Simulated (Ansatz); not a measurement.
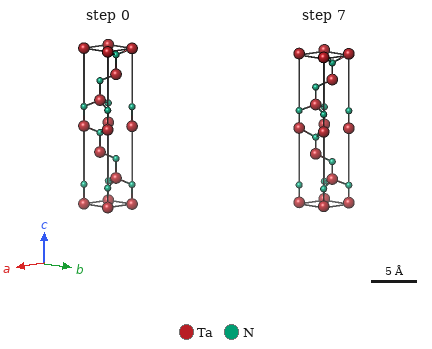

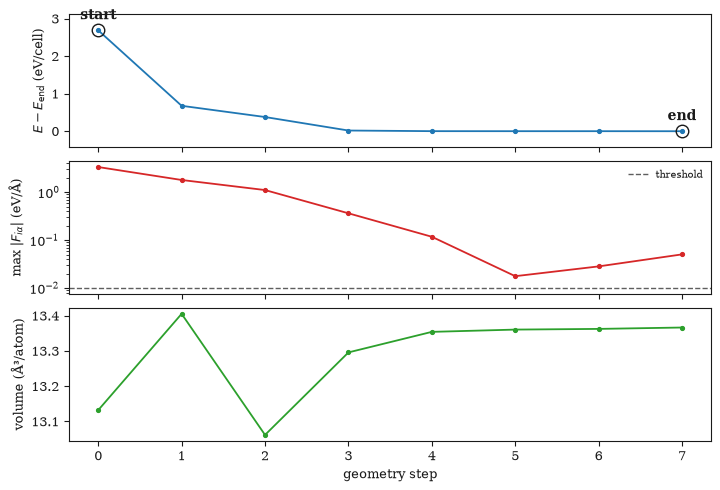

First and last geometry of a relaxation of solid TaN (a generated structure, set up in P6_3mc), with the history of the run. A ball-and-stick model of the cell of the calculation, seen from a free direction.

Case: stacking ABCACB.

Computed with Ansatz, DFT PBE, scalar-relativistic, plane waves, PAW. Set-up: plane-wave cutoff 420 eV; k-point mesh 18 × 18 × 3; occupations gaussian; smearing width 0.1 eV; no spin polarisation; cell and atoms relaxed; force threshold 0.01 eV/Å; at most 45 steps.

Q: Did the run converge, and what did it change?

A: The run was cut off at its time limit before the relaxation converged, so the last structure is only a point on the way. The energy falls by 2.690 eV per cell of the calculation in 7 geometry steps. The largest force component goes from 3.4 to 0.051 eV/Å. The pressure goes from 13.91 to 0.02 GPa. The largest moves relative to the cell, 0.18 Å, are those of N atoms. By element the largest moves are N 0.18 Å, Ta 0.17 Å. The volume changes by +1.8 %, with a = b 3.152 → 3.252 Å (+3.2 %), c 18.313 → 17.517 Å (−4.3 %). Near-neighbour distances that change, for instance: N–Ta 2.289 → 1.956 Å, N–Ta 2.289 → 2.044 Å, Ta–Ta 3.554 → 3.350 Å, N–Ta 1.973 → 2.165 Å. Among the angles between lasting bonds that change: Ta–N–Ta 106.0° → 97.3°, N–Ta–N 106.0° → 97.3°, N–Ta–N 112.7° → 119.9°. The space group stays P6_3mc (No. 186). The run took 7.5 min on 1 thread of Intel(R) Xeon(R) Platinum 8488C (Sapphire Rapids) (shared host), peak memory 0.85 GiB.

```csv
step,"E − E(0), meV/atom","largest force component, eV/Å","pressure, GPa","volume, Å³/atom"
0,0.00,3.3677,13.91,13.132
1,-167.69,1.8073,1.11,13.405
2,-192.61,1.1142,7.58,13.062
3,-222.62,0.3646,1.34,13.296
4,-224.02,0.1180,0.09,13.354
5,-224.08,0.0177,-0.01,13.361
6,-224.09,0.0284,-0.01,13.363
7,-224.18,0.0506,0.02,13.367
```
